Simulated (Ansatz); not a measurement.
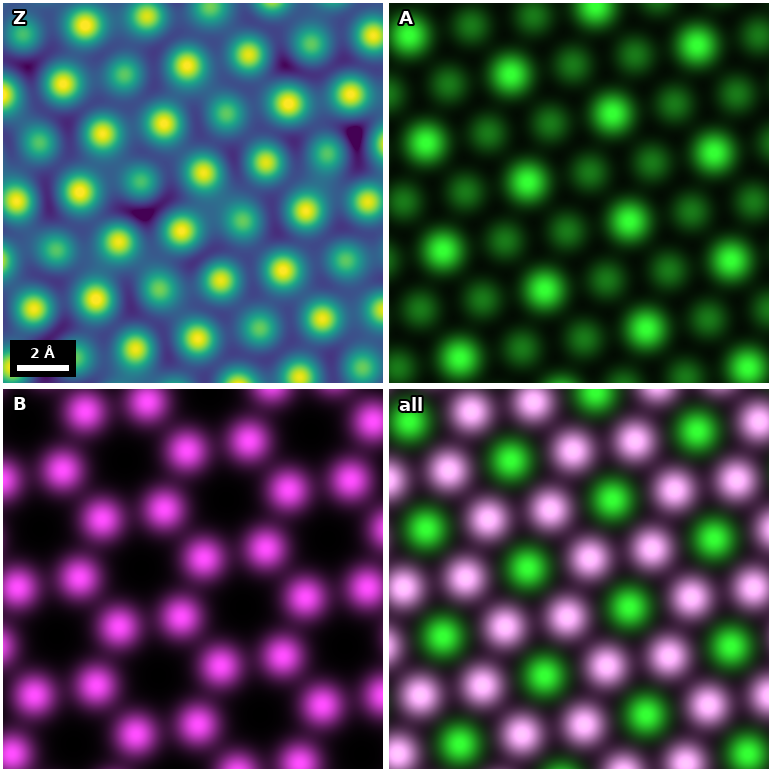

SnGe$_{2}$ (P-3m1, No. 164) along [001]. Panel Z: The image is simulated as a sum over atoms of Z^1.7, blurred by a 1.11 Å probe (no channelling). The display is stretched by a gamma of 0.65; percentages refer to the linear signal. The speckle of an amorphous layer was added. The other panels are simulated element maps (the number of atoms of one element along the beam, blurred by 1.4 Å; each on its own scale, no channelling); the last overlays them. Structure: the input geometry of a calculation; the starting structure was generated, so it need not be a known form of this composition.

```xyz
6
Lattice="4.2417 0.0000 0.0000 -2.1208 3.6734 0.0000 0.0000 0.0000 10.3577" Properties=species:S:1:pos:R:3 pbc="T T T"
Ge    0.0000    0.0000    9.1340
Ge    2.1208    1.2245    5.5467
Sn    0.0000    2.4489    2.1546
Sn    2.1208    1.2245    8.2031
Ge    0.0000    2.4489    4.8110
Ge    0.0000    0.0000    1.2237
```

### Which element does each lettered map show?

A: Ge, B: Sn. The projected cell (4.24 × 4.24 Å, 120°) holds 3 columns: 2 of Sn + Ge and 1 of Ge. Columns shared by several elements: Sn + Ge.
